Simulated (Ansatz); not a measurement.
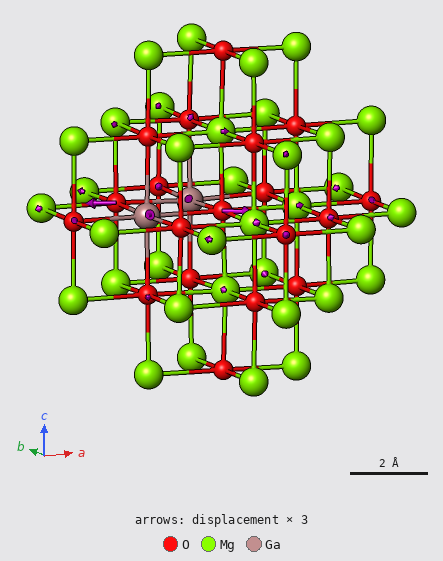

A relaxation of a defect cell of composition O32Mg30Ga2. The starting structure is drawn; purple arrows show the displacements, magnified 3 times.

The picture is a ball-and-stick view of the atoms within 5.0 Å of the atom that moves most (axes of the cell of the calculation (origin shifted)), seen slightly off an axis.

The calculation used DFT, PBEsol, PAW, plane waves in Ansatz 0.2.0. Set-up: plane-wave cutoff 420 eV; k-point mesh 1 × 1 × 1; mesh shifted by (0.25, 0.25, 0.25); no spin polarisation; atoms relaxed in a fixed cell; force threshold 0.03 eV/Å; at most 80 steps.

Q: Atoms of which element are displaced furthest, and by how much?

A: Oxygen: up to 0.29 Å, against 0.14 Å for gallium.

Q: What did the optimiser do to the structure, and how much energy did it gain?

A: After 5 geometry steps the energy has fallen by 0.656 eV per cell of the calculation. The largest force component goes from 0.82 to 0.024 eV/Å. The largest move is that of an O atom, 0.29 Å along [1 −1 0]. Largest moves by element: O 0.29 Å, Ga 0.14 Å, Mg 0.08 Å. The cell doesn't change. Among the contacts that change: Ga–O 2.076 → 2.252 Å, Mg–O 2.108 → 1.963 Å, Ga–O 2.130 → 2.256 Å, Mg–O 2.027 → 2.107 Å. Bond angles that change, for instance: O–Ga–O 88.8° → 104.4°, Ga–O–Ga 89.7° → 75.5°, Mg–O–Mg 179.3° → 166.3°.

Limits of the set-up: the periodic images lie only 8.4 Å apart, so the values are limited by the cell's size.
